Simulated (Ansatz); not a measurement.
# Geometry relaxation of GeSe (part 1 of 3)

- system: GeSe (Pnma, 8 atoms in the cell)
- method: DFT PBEsol, scalar-relativistic, plane waves, PAW, no spin polarisation (Ansatz 0.2.0)

The structure derives from an entry of the Crystallography Open Database.

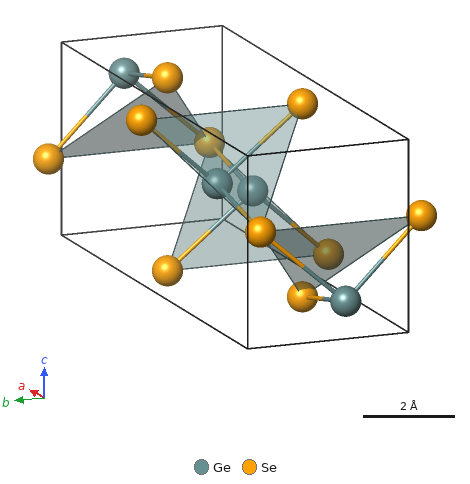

The structure as given in the input (polyhedral view of the cell of the calculation, seen at an oblique angle; polyhedra are completed across the faces of the cell). An atom can appear more than once, as a periodic image.

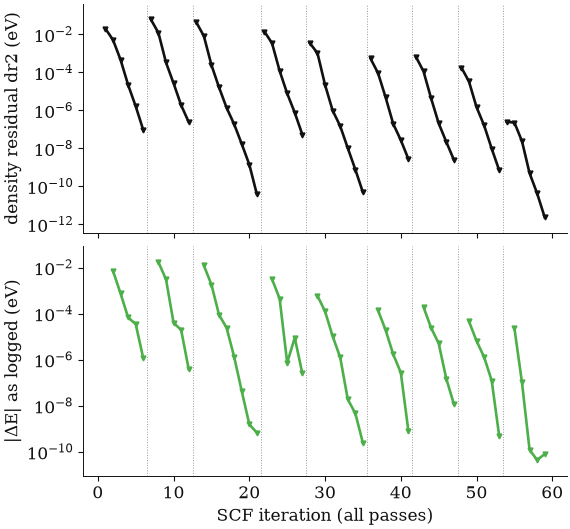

Convergence of the self-consistent field: density residual dr2 and size of the energy change against the SCF iteration. The dotted lines part the SCF passes of the relaxation: geometry steps, rejected trials and re-solves on a re-selected basis. The 9 passes take 6 to 9 iterations each, 59 in all.

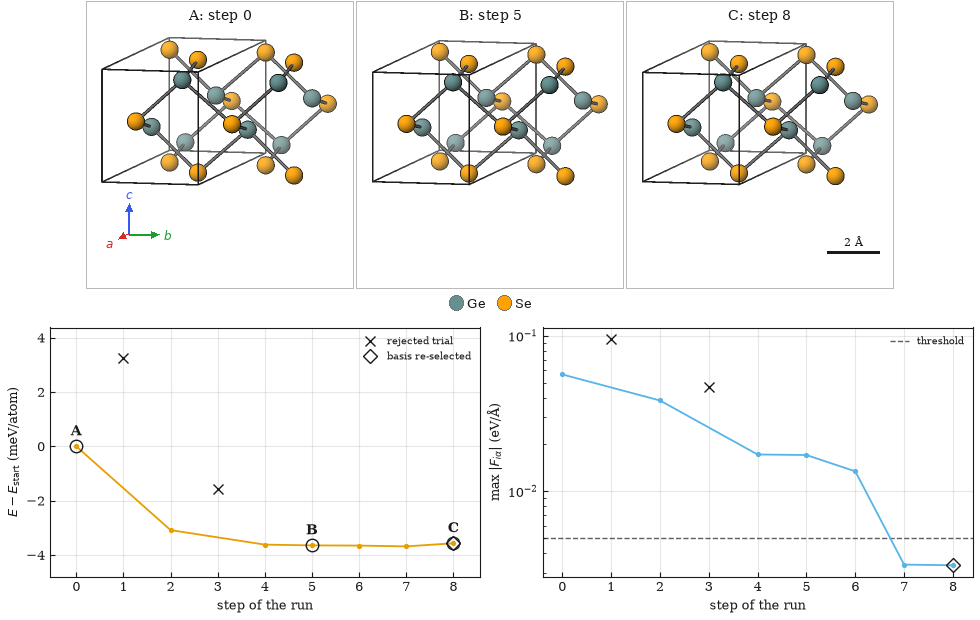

Frames of the relaxation (ball-and-stick view of the cell of the calculation, repeated 1 × 2 × 1, seen slightly off an axis) above the curves, on which the letters mark them (the first geometry is step 0 here and step 1 in the log).

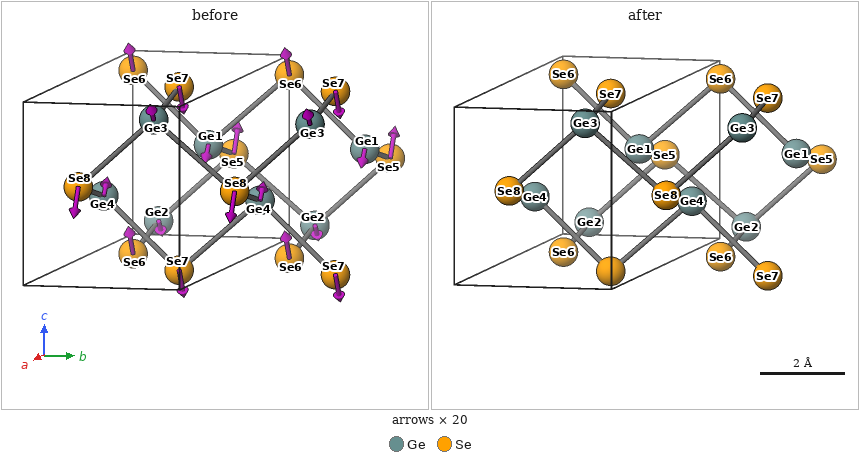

Before (left) and after (right) the relaxation, at one scale (ball-and-stick view of the cell of the calculation, repeated 1 × 2 × 1, seen slightly off an axis). The pink arrows give the displacements (without the part carried along by the change of the cell), magnified 20 times. Over 7 geometry steps the energy falls by 3.7 meV per atom. Largest force component: 0.056 eV/Å at the start, 0.0033 eV/Å at the end. Pressure: −0.72 GPa at the start and 0.01 GPa at the end. The line search rejected the trial steps at points 1, 3 (counted from 0) and went back. The largest moves relative to the cell, 0.044 Å, are those of Se5, Se6, Se7 and Se8. Largest moves by element: Se 0.044 Å, Ge 0.028 Å. Cell: a 10.833 → 10.714 Å (−1.1 %), b 3.836 → 3.854 Å (+0.5 %), c 4.395 → 4.262 Å (−3.0 %). Volume −3.6 %. Distances before and after: Ge1–Se6 2.576 → 2.586 Å. The space group stays Pnma (No. 62). A last SCF at the same geometry on a re-selected plane-wave basis shifts the energy by +0.1 meV per atom. (Atoms are counted from 1 in the order of the input.)

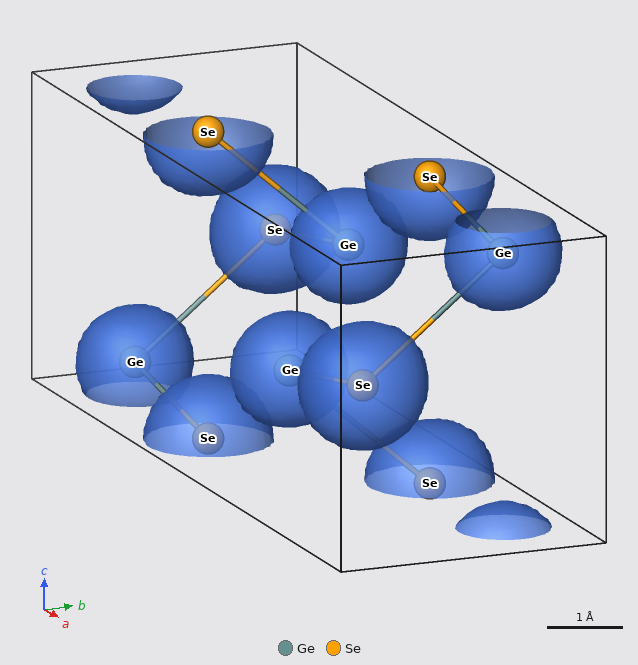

Isosurface of the valence electron density at 0.8 e/Å³ (blue), seen slightly off an axis. Sticks mark near contacts. The outline is the cell set on symmetry axes. At this value the density breaks into separate islands; it holds about 75 % of the electrons treated as valence (semicore included). It is pinched off along the Ge–Se (2.57 Å) contacts. On the grid the lowest density along these lines, outside the cores, is 0.39 e/Å³ (Ge–Se, 2.57 Å). The fields are those of the smooth PAW valence density.

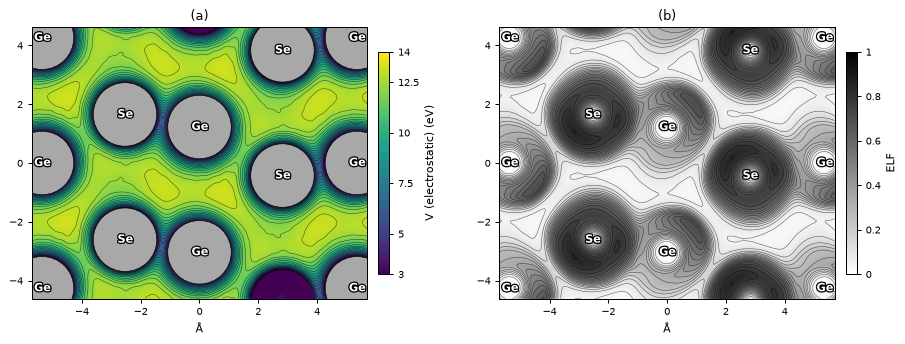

(a) electrostatic potential energy of an electron; (b) electron localisation function on the (010) plane of the conventional cell. Grey discs, where drawn, cover atomic cores. Ge–Se (2.57 Å): the ELF is about 0.65 at the midpoint. Outside the cores the potential energy rises away from the atoms and is highest about 2.2 Å from the nearest atoms; outside the discs it spans about 10 eV, and its zero is arbitrary.

These pictures come from the run below.

The input
```yaml
crystal:
  lattice:
    - [10.833, 0.0, 0.0]
    - [0.0, 3.8355, 0.0]
    - [0.0, 0.0, 4.3954]
  atoms:
    - { symbol: Ge, position: [0.37899, 0.75, 0.6113] }
    - { symbol: Ge, position: [0.12101, 0.25, 0.1113] }
    - { symbol: Ge, position: [0.87899, 0.75, 0.8887] }
    - { symbol: Ge, position: [0.62101, 0.25, 0.3887] }
    - { symbol: Se, position: [0.1465, 0.75, 0.4976] }
    - { symbol: Se, position: [0.3535, 0.25, 0.9976] }
    - { symbol: Se, position: [0.6465, 0.75, 0.0024] }
    - { symbol: Se, position: [0.8535, 0.25, 0.5024] }
basis:
  ecutwfc: 420
kpoints:
  mp_grid: { grid: [4, 8, 6] }
hamiltonian:
  xc: pbesol
scf:
  occupations: { method: gaussian, width: 0.02 }
output:
  forces: true
  stress: true
  eigenvalues: true
  write_density: true
  write_potential: true
  elf: true
  volumetric_format: npy
relax:
  adjacent_minimum: "off"
  f_tol: 0.005
  max_steps: 80
  cell: { stress_tol: 0.05 }
```

Run as:
```bash
ansatz run input.yaml --threads 2 --pin off --max-ram 5120MiB --backend cpu --events-out ev --progress --plain --runs-dir out
```

What the program printed
```
Engine: ansatz 0.2.0, aarch64-unknown-linux-gnu
Pseudopotentials: kind: paw
Pseudopotential: Ge, paw, valence charge 14, recommended cutoff 420 eV (normal), Ge.paw.azcp
Pseudopotential: Se, paw, valence charge 16, recommended cutoff 420 eV (normal), Se.paw.azcp
Functional definition: PBEsol
  exchange = pbesol_x
  correlation = pbesol_c
Crystal: 8 atoms, lattice volume = 182.629 Å³
Basis set: ecut = 420 eV, 3595 PW (Γ), exchange–correlation on 150×54×60 points (8 copies of the dense FFT grid, shifted against one another)
Bands: 72, of which v1, the nominal top of the filled ones, is band 60 counted from 1 (59 counted from 0)
Symmetry: 8 space group operations
Space group: Pnma (ITA 62), of the structure as read, at distance tolerance 5.7e-5 Å
k-points: 60 of 192
Non-local potential: Ge, projectors of the file, l = 0: 2, l = 1: 2, l = 2: 3, l = 3: 1
Non-local potential: Se, projectors of the file, l = 0: 2, l = 1: 2, l = 2: 3, l = 3: 1
PAW form: soft (Blöchl's): semilocal exchange-correlation on the pseudo side does not see the compensation charge
PAW frozen core: Ge, regenerated for the run's functional, and the local potential with it (the file was generated under x = pbe(κ = 0.804, μ = 0.2195149727645171), c = pbe(β = 0.06672455060314922))
PAW frozen core: Se, regenerated for the run's functional, and the local potential with it (the file was generated under x = pbe(κ = 0.804, μ = 0.2195149727645171), c = pbe(β = 0.06672455060314922))
PAW one-centre angular grid: Ge, 590 points (default); XC on 64 Gauss nodes
PAW one-centre angular grid: Se, 590 points (default); XC on 64 Gauss nodes
Initial density: superposition of atomic densities (neutral atoms: chi_scale 0, normalization atom), corrected by the library's trained network
Initial wavefunctions: pseudopotential atomic-orbital guess
Functional: x = pbesol(κ = 0.804, μ = 0.12345679012345678), c = pbesol(β = 0.046)
SCF iter   1: F=—  HF=-38712.663179 eV  |F-HF|=—  |Δ(HF+E_count)|=         —  Δρ=2.63e-3  dr2=2.00e-2  ethr=1.77e-3  ⟨swp⟩=6.1  Hψ=14841  notcnv=0  defer=6
preconditioner: auto → Resta (q_TF=auto, 2.544 Å⁻¹)  ε∞=2.7  [insulator: Δε(μ)=0.582 eV  Ē_g=18.605 eV  σ=0.020 eV  W_gap=1.00  n_scr=56 (ndim 8)  ℏωp=24.6 eV  f_vac=0.001  D(μ)=0.00/eV (n_scr^D=0)  ε∞_Penn≈2.7]
SCF iter   2: F=—  HF=-38712.655965 eV  |F-HF|=—  |Δ(HF+E_count)|=   7.21e-3  Δρ=1.34e-3  dr2=5.19e-3  ethr=1.67e-5  ⟨swp⟩=2.5  Hψ=7716  notcnv=0  defer=342
SCF iter   3: F=—  HF=-38712.655215 eV  |F-HF|=—  |Δ(HF+E_count)|=   7.49e-4  Δρ=4.63e-4  dr2=4.63e-4  ethr=4.32e-6  ⟨swp⟩=2.0  Hψ=5167  notcnv=0  defer=342
SCF iter   4: F=—  HF=-38712.655148 eV  |F-HF|=—  |Δ(HF+E_count)|=   6.79e-5  Δρ=1.14e-4  dr2=2.18e-5  ethr=3.86e-7  ⟨swp⟩=2.0  Hψ=6378  notcnv=0  defer=342
SCF iter   5: F=—  HF=-38712.655113 eV  |F-HF|=—  |Δ(HF+E_count)|=   3.50e-5  Δρ=3.63e-5  dr2=1.64e-6  ethr=1.81e-8  ⟨swp⟩=2.0  Hψ=7395  notcnv=0  defer=342
SCF iter   6: F=-38712.655114 eV  HF=-38712.655114 eV  |F-HF|=5.77e-8  |Δ(HF+E_count)|=   1.14e-6  Δρ=8.02e-6  dr2=9.17e-8  ethr=8.33e-11  ⟨swp⟩=9.8  Hψ=29865  notcnv=0
SCF 1 converged in 6 iterations: F = -38712.655114 eV  dr2 = 9.17e-8
  greatest PAW one-centre occupation: 1.000 electrons in one spin orbital (limit 2), on the Se atom at site 6 (counted from 0), in its partial waves of l = 2
relax step   1: F+E_penalty+E_count = -38712.65511377 eV  Δ(F+E_penalty+E_count) = +0.000e0 eV  max|allowed force component| = 5.641e-2 eV/Å  Δτ_max = 0.0000 Å  P = -0.719 GPa  Ω = 182.629 Å³  (6 SCF iters, dr2 threshold 1.00e-7 eV, accepted)
Crystal: 8 atoms, lattice volume = 169.267 Å³
Basis set: ecut = 420 eV, 3341 PW (Γ), exchange–correlation on 150×54×60 points (8 copies of the dense FFT grid, shifted against one another)
Initial density: handed on by an earlier stage of this run
Initial wavefunctions: those handed on with the density
iter 1 solved again at ethr=5.12e-5 eV; its pass at ethr=3.10e-3 eV (dr2=6.15e-2 eV) is discarded
SCF iter   1: F=—  HF=-38712.649242 eV  |F-HF|=—  |Δ(HF+E_count)|=         —  Δρ=6.93e-3  dr2=6.19e-2  ethr=5.12e-5  ⟨swp⟩=2.6  Hψ=18196  notcnv=0
preconditioner: auto → Resta (q_TF=auto, 2.576 Å⁻¹)  ε∞=2.8  [insulator: Δε(μ)=0.355 eV  Ē_g=18.854 eV  σ=0.020 eV  W_gap=1.00  n_scr=56 (ndim 8)  ℏωp=25.5 eV  f_vac=0.000  D(μ)=0.00/eV (n_scr^D=0)  ε∞_Penn≈2.8]
SCF iter   2: F=—  HF=-38712.632057 eV  |F-HF|=—  |Δ(HF+E_count)|=   1.72e-2  Δρ=3.23e-3  dr2=1.21e-2  ethr=5.12e-5  ⟨swp⟩=2.6  Hψ=5635  notcnv=0
SCF iter   3: F=—  HF=-38712.628980 eV  |F-HF|=—  |Δ(HF+E_count)|=   3.08e-3  Δρ=4.92e-4  dr2=3.32e-4  ethr=1.01e-5  ⟨swp⟩=2.2  Hψ=8189  notcnv=0
SCF iter   4: F=—  HF=-38712.629020 eV  |F-HF|=—  |Δ(HF+E_count)|=   3.98e-5  Δρ=1.48e-4  dr2=2.66e-5  ethr=2.77e-7  ⟨swp⟩=2.0  Hψ=8127  notcnv=0
SCF iter   5: F=—  HF=-38712.629001 eV  |F-HF|=—  |Δ(HF+E_count)|=   1.95e-5  Δρ=3.80e-5  dr2=1.87e-6  ethr=2.22e-8  ⟨swp⟩=2.0  Hψ=7920  notcnv=0
SCF iter   6: F=-38712.629001 eV  HF=-38712.629001 eV  |F-HF|=1.17e-7  |Δ(HF+E_count)|=   3.80e-7  Δρ=1.35e-5  dr2=2.41e-7  ethr=6.67e-10  ⟨swp⟩=9.2  Hψ=36519  notcnv=0
SCF 2 converged in 6 iterations: F = -38712.629001 eV  dr2 = 2.41e-7
relax step   2: F+E_penalty+E_count = -38712.62900078 eV  Δ(F+E_penalty+E_count) = +2.611e-2 eV  max|allowed force component| = 9.554e-2 eV/Å  Δτ_max = 0.1002 Å  P = +1.713 GPa  Ω = 169.267 Å³  energy of the carried Pulay correction = +1.819e-3 eV  (6 SCF iters, dr2 threshold 8.00e-7 eV, rejected (line search))
Crystal: 8 atoms, lattice volume = 177.380 Å³
Basis set: ecut = 420 eV, 3485 PW (Γ), exchange–correlation on 150×54×60 points (8 copies of the dense FFT grid, shifted against one another)
iter 1 solved again at ethr=3.64e-5 eV; its pass at ethr=3.10e-3 eV (dr2=4.37e-2 eV) is discarded
```
